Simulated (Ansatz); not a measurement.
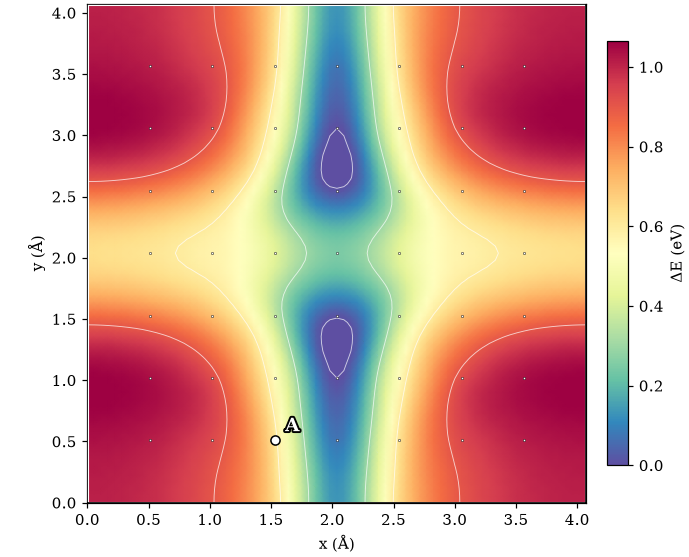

Si on a Ge(100) slab cut from the Fd-3m phase, its upper half relaxed before the scan (4 atoms of substrate and one adsorbate in a 1 × 1 cell). Si is moved over the surface cell; relaxed at each place: the height of the adsorbate's atoms; substrate rigid; the origin of the map has the adsorbate above Ge4. Places are given modulo a cell vector. The map is drawn in real space over the plane of the surface. The grid has 8 × 8 points; 25 points were computed and 39 follow by symmetry. Energies: eV, counted from the lowest grid point. With one adsorbate in each 1 × 1 cell, its nearest image is 4.1 Å away, so neighbouring adsorbates interact. All numbers below come from DFT PBE, scalar-relativistic, plane waves, PAW (Ansatz 0.2.0). Settings: cutoff 420 eV, k-mesh 7×7×1, gaussian smearing 0.1 eV, no spin polarisation.

Drawn: a smooth colour map with a few white contour lines, dots at the grid points, the outline of one cell of the plane, the point A. Between grid points the surface is interpolated.

> Which way does the force act at A, and how strong is it?

A, at (3/8, 1/8) of the cell vectors, is not a stationary point. The computed force is 1.1 eV/Å in the plane, pointing right in the picture (components 1.1 and 0.1 eV/Å).

PAW datasets: the set soft_1.
